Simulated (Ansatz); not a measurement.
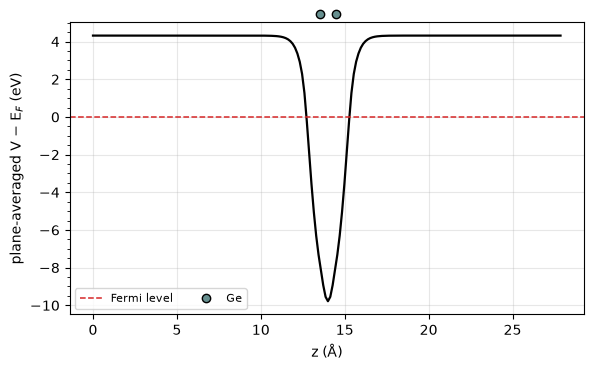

The picture shows: Ge (slab). Plane average of the electrostatic potential (local pseudopotential plus Hartree) felt by an electron across the slab. Circles mark the heights of the atoms.

Not relaxed (largest force 0.7 eV/Å).

All numbers below come from DFT LDA, scalar-relativistic, plane waves, PAW (Ansatz 0.2.0).

In a PAW calculation such maps are meaningful between the atoms, not at the nuclei.

```
CELL_PARAMETERS angstrom
3.70400 0.00000 0.00000
-1.85200 3.20776 0.00000
0.00000 0.00000 28.00000
ATOMIC_POSITIONS crystal
Ge 0.33333 0.66667 0.51786
Ge 0.66667 0.33333 0.48214
```

Question: What is the work function?

Answer: The potential is flat in the vacuum, 4.32 eV above the Fermi level; this is the work function, the same on both faces.

Question: How thick is the slab, and how wide the vacuum?

Answer: The outermost nuclei are 1.0 Å apart, in 2 atomic planes; the vacuum between periodic images is 27.0 Å wide.
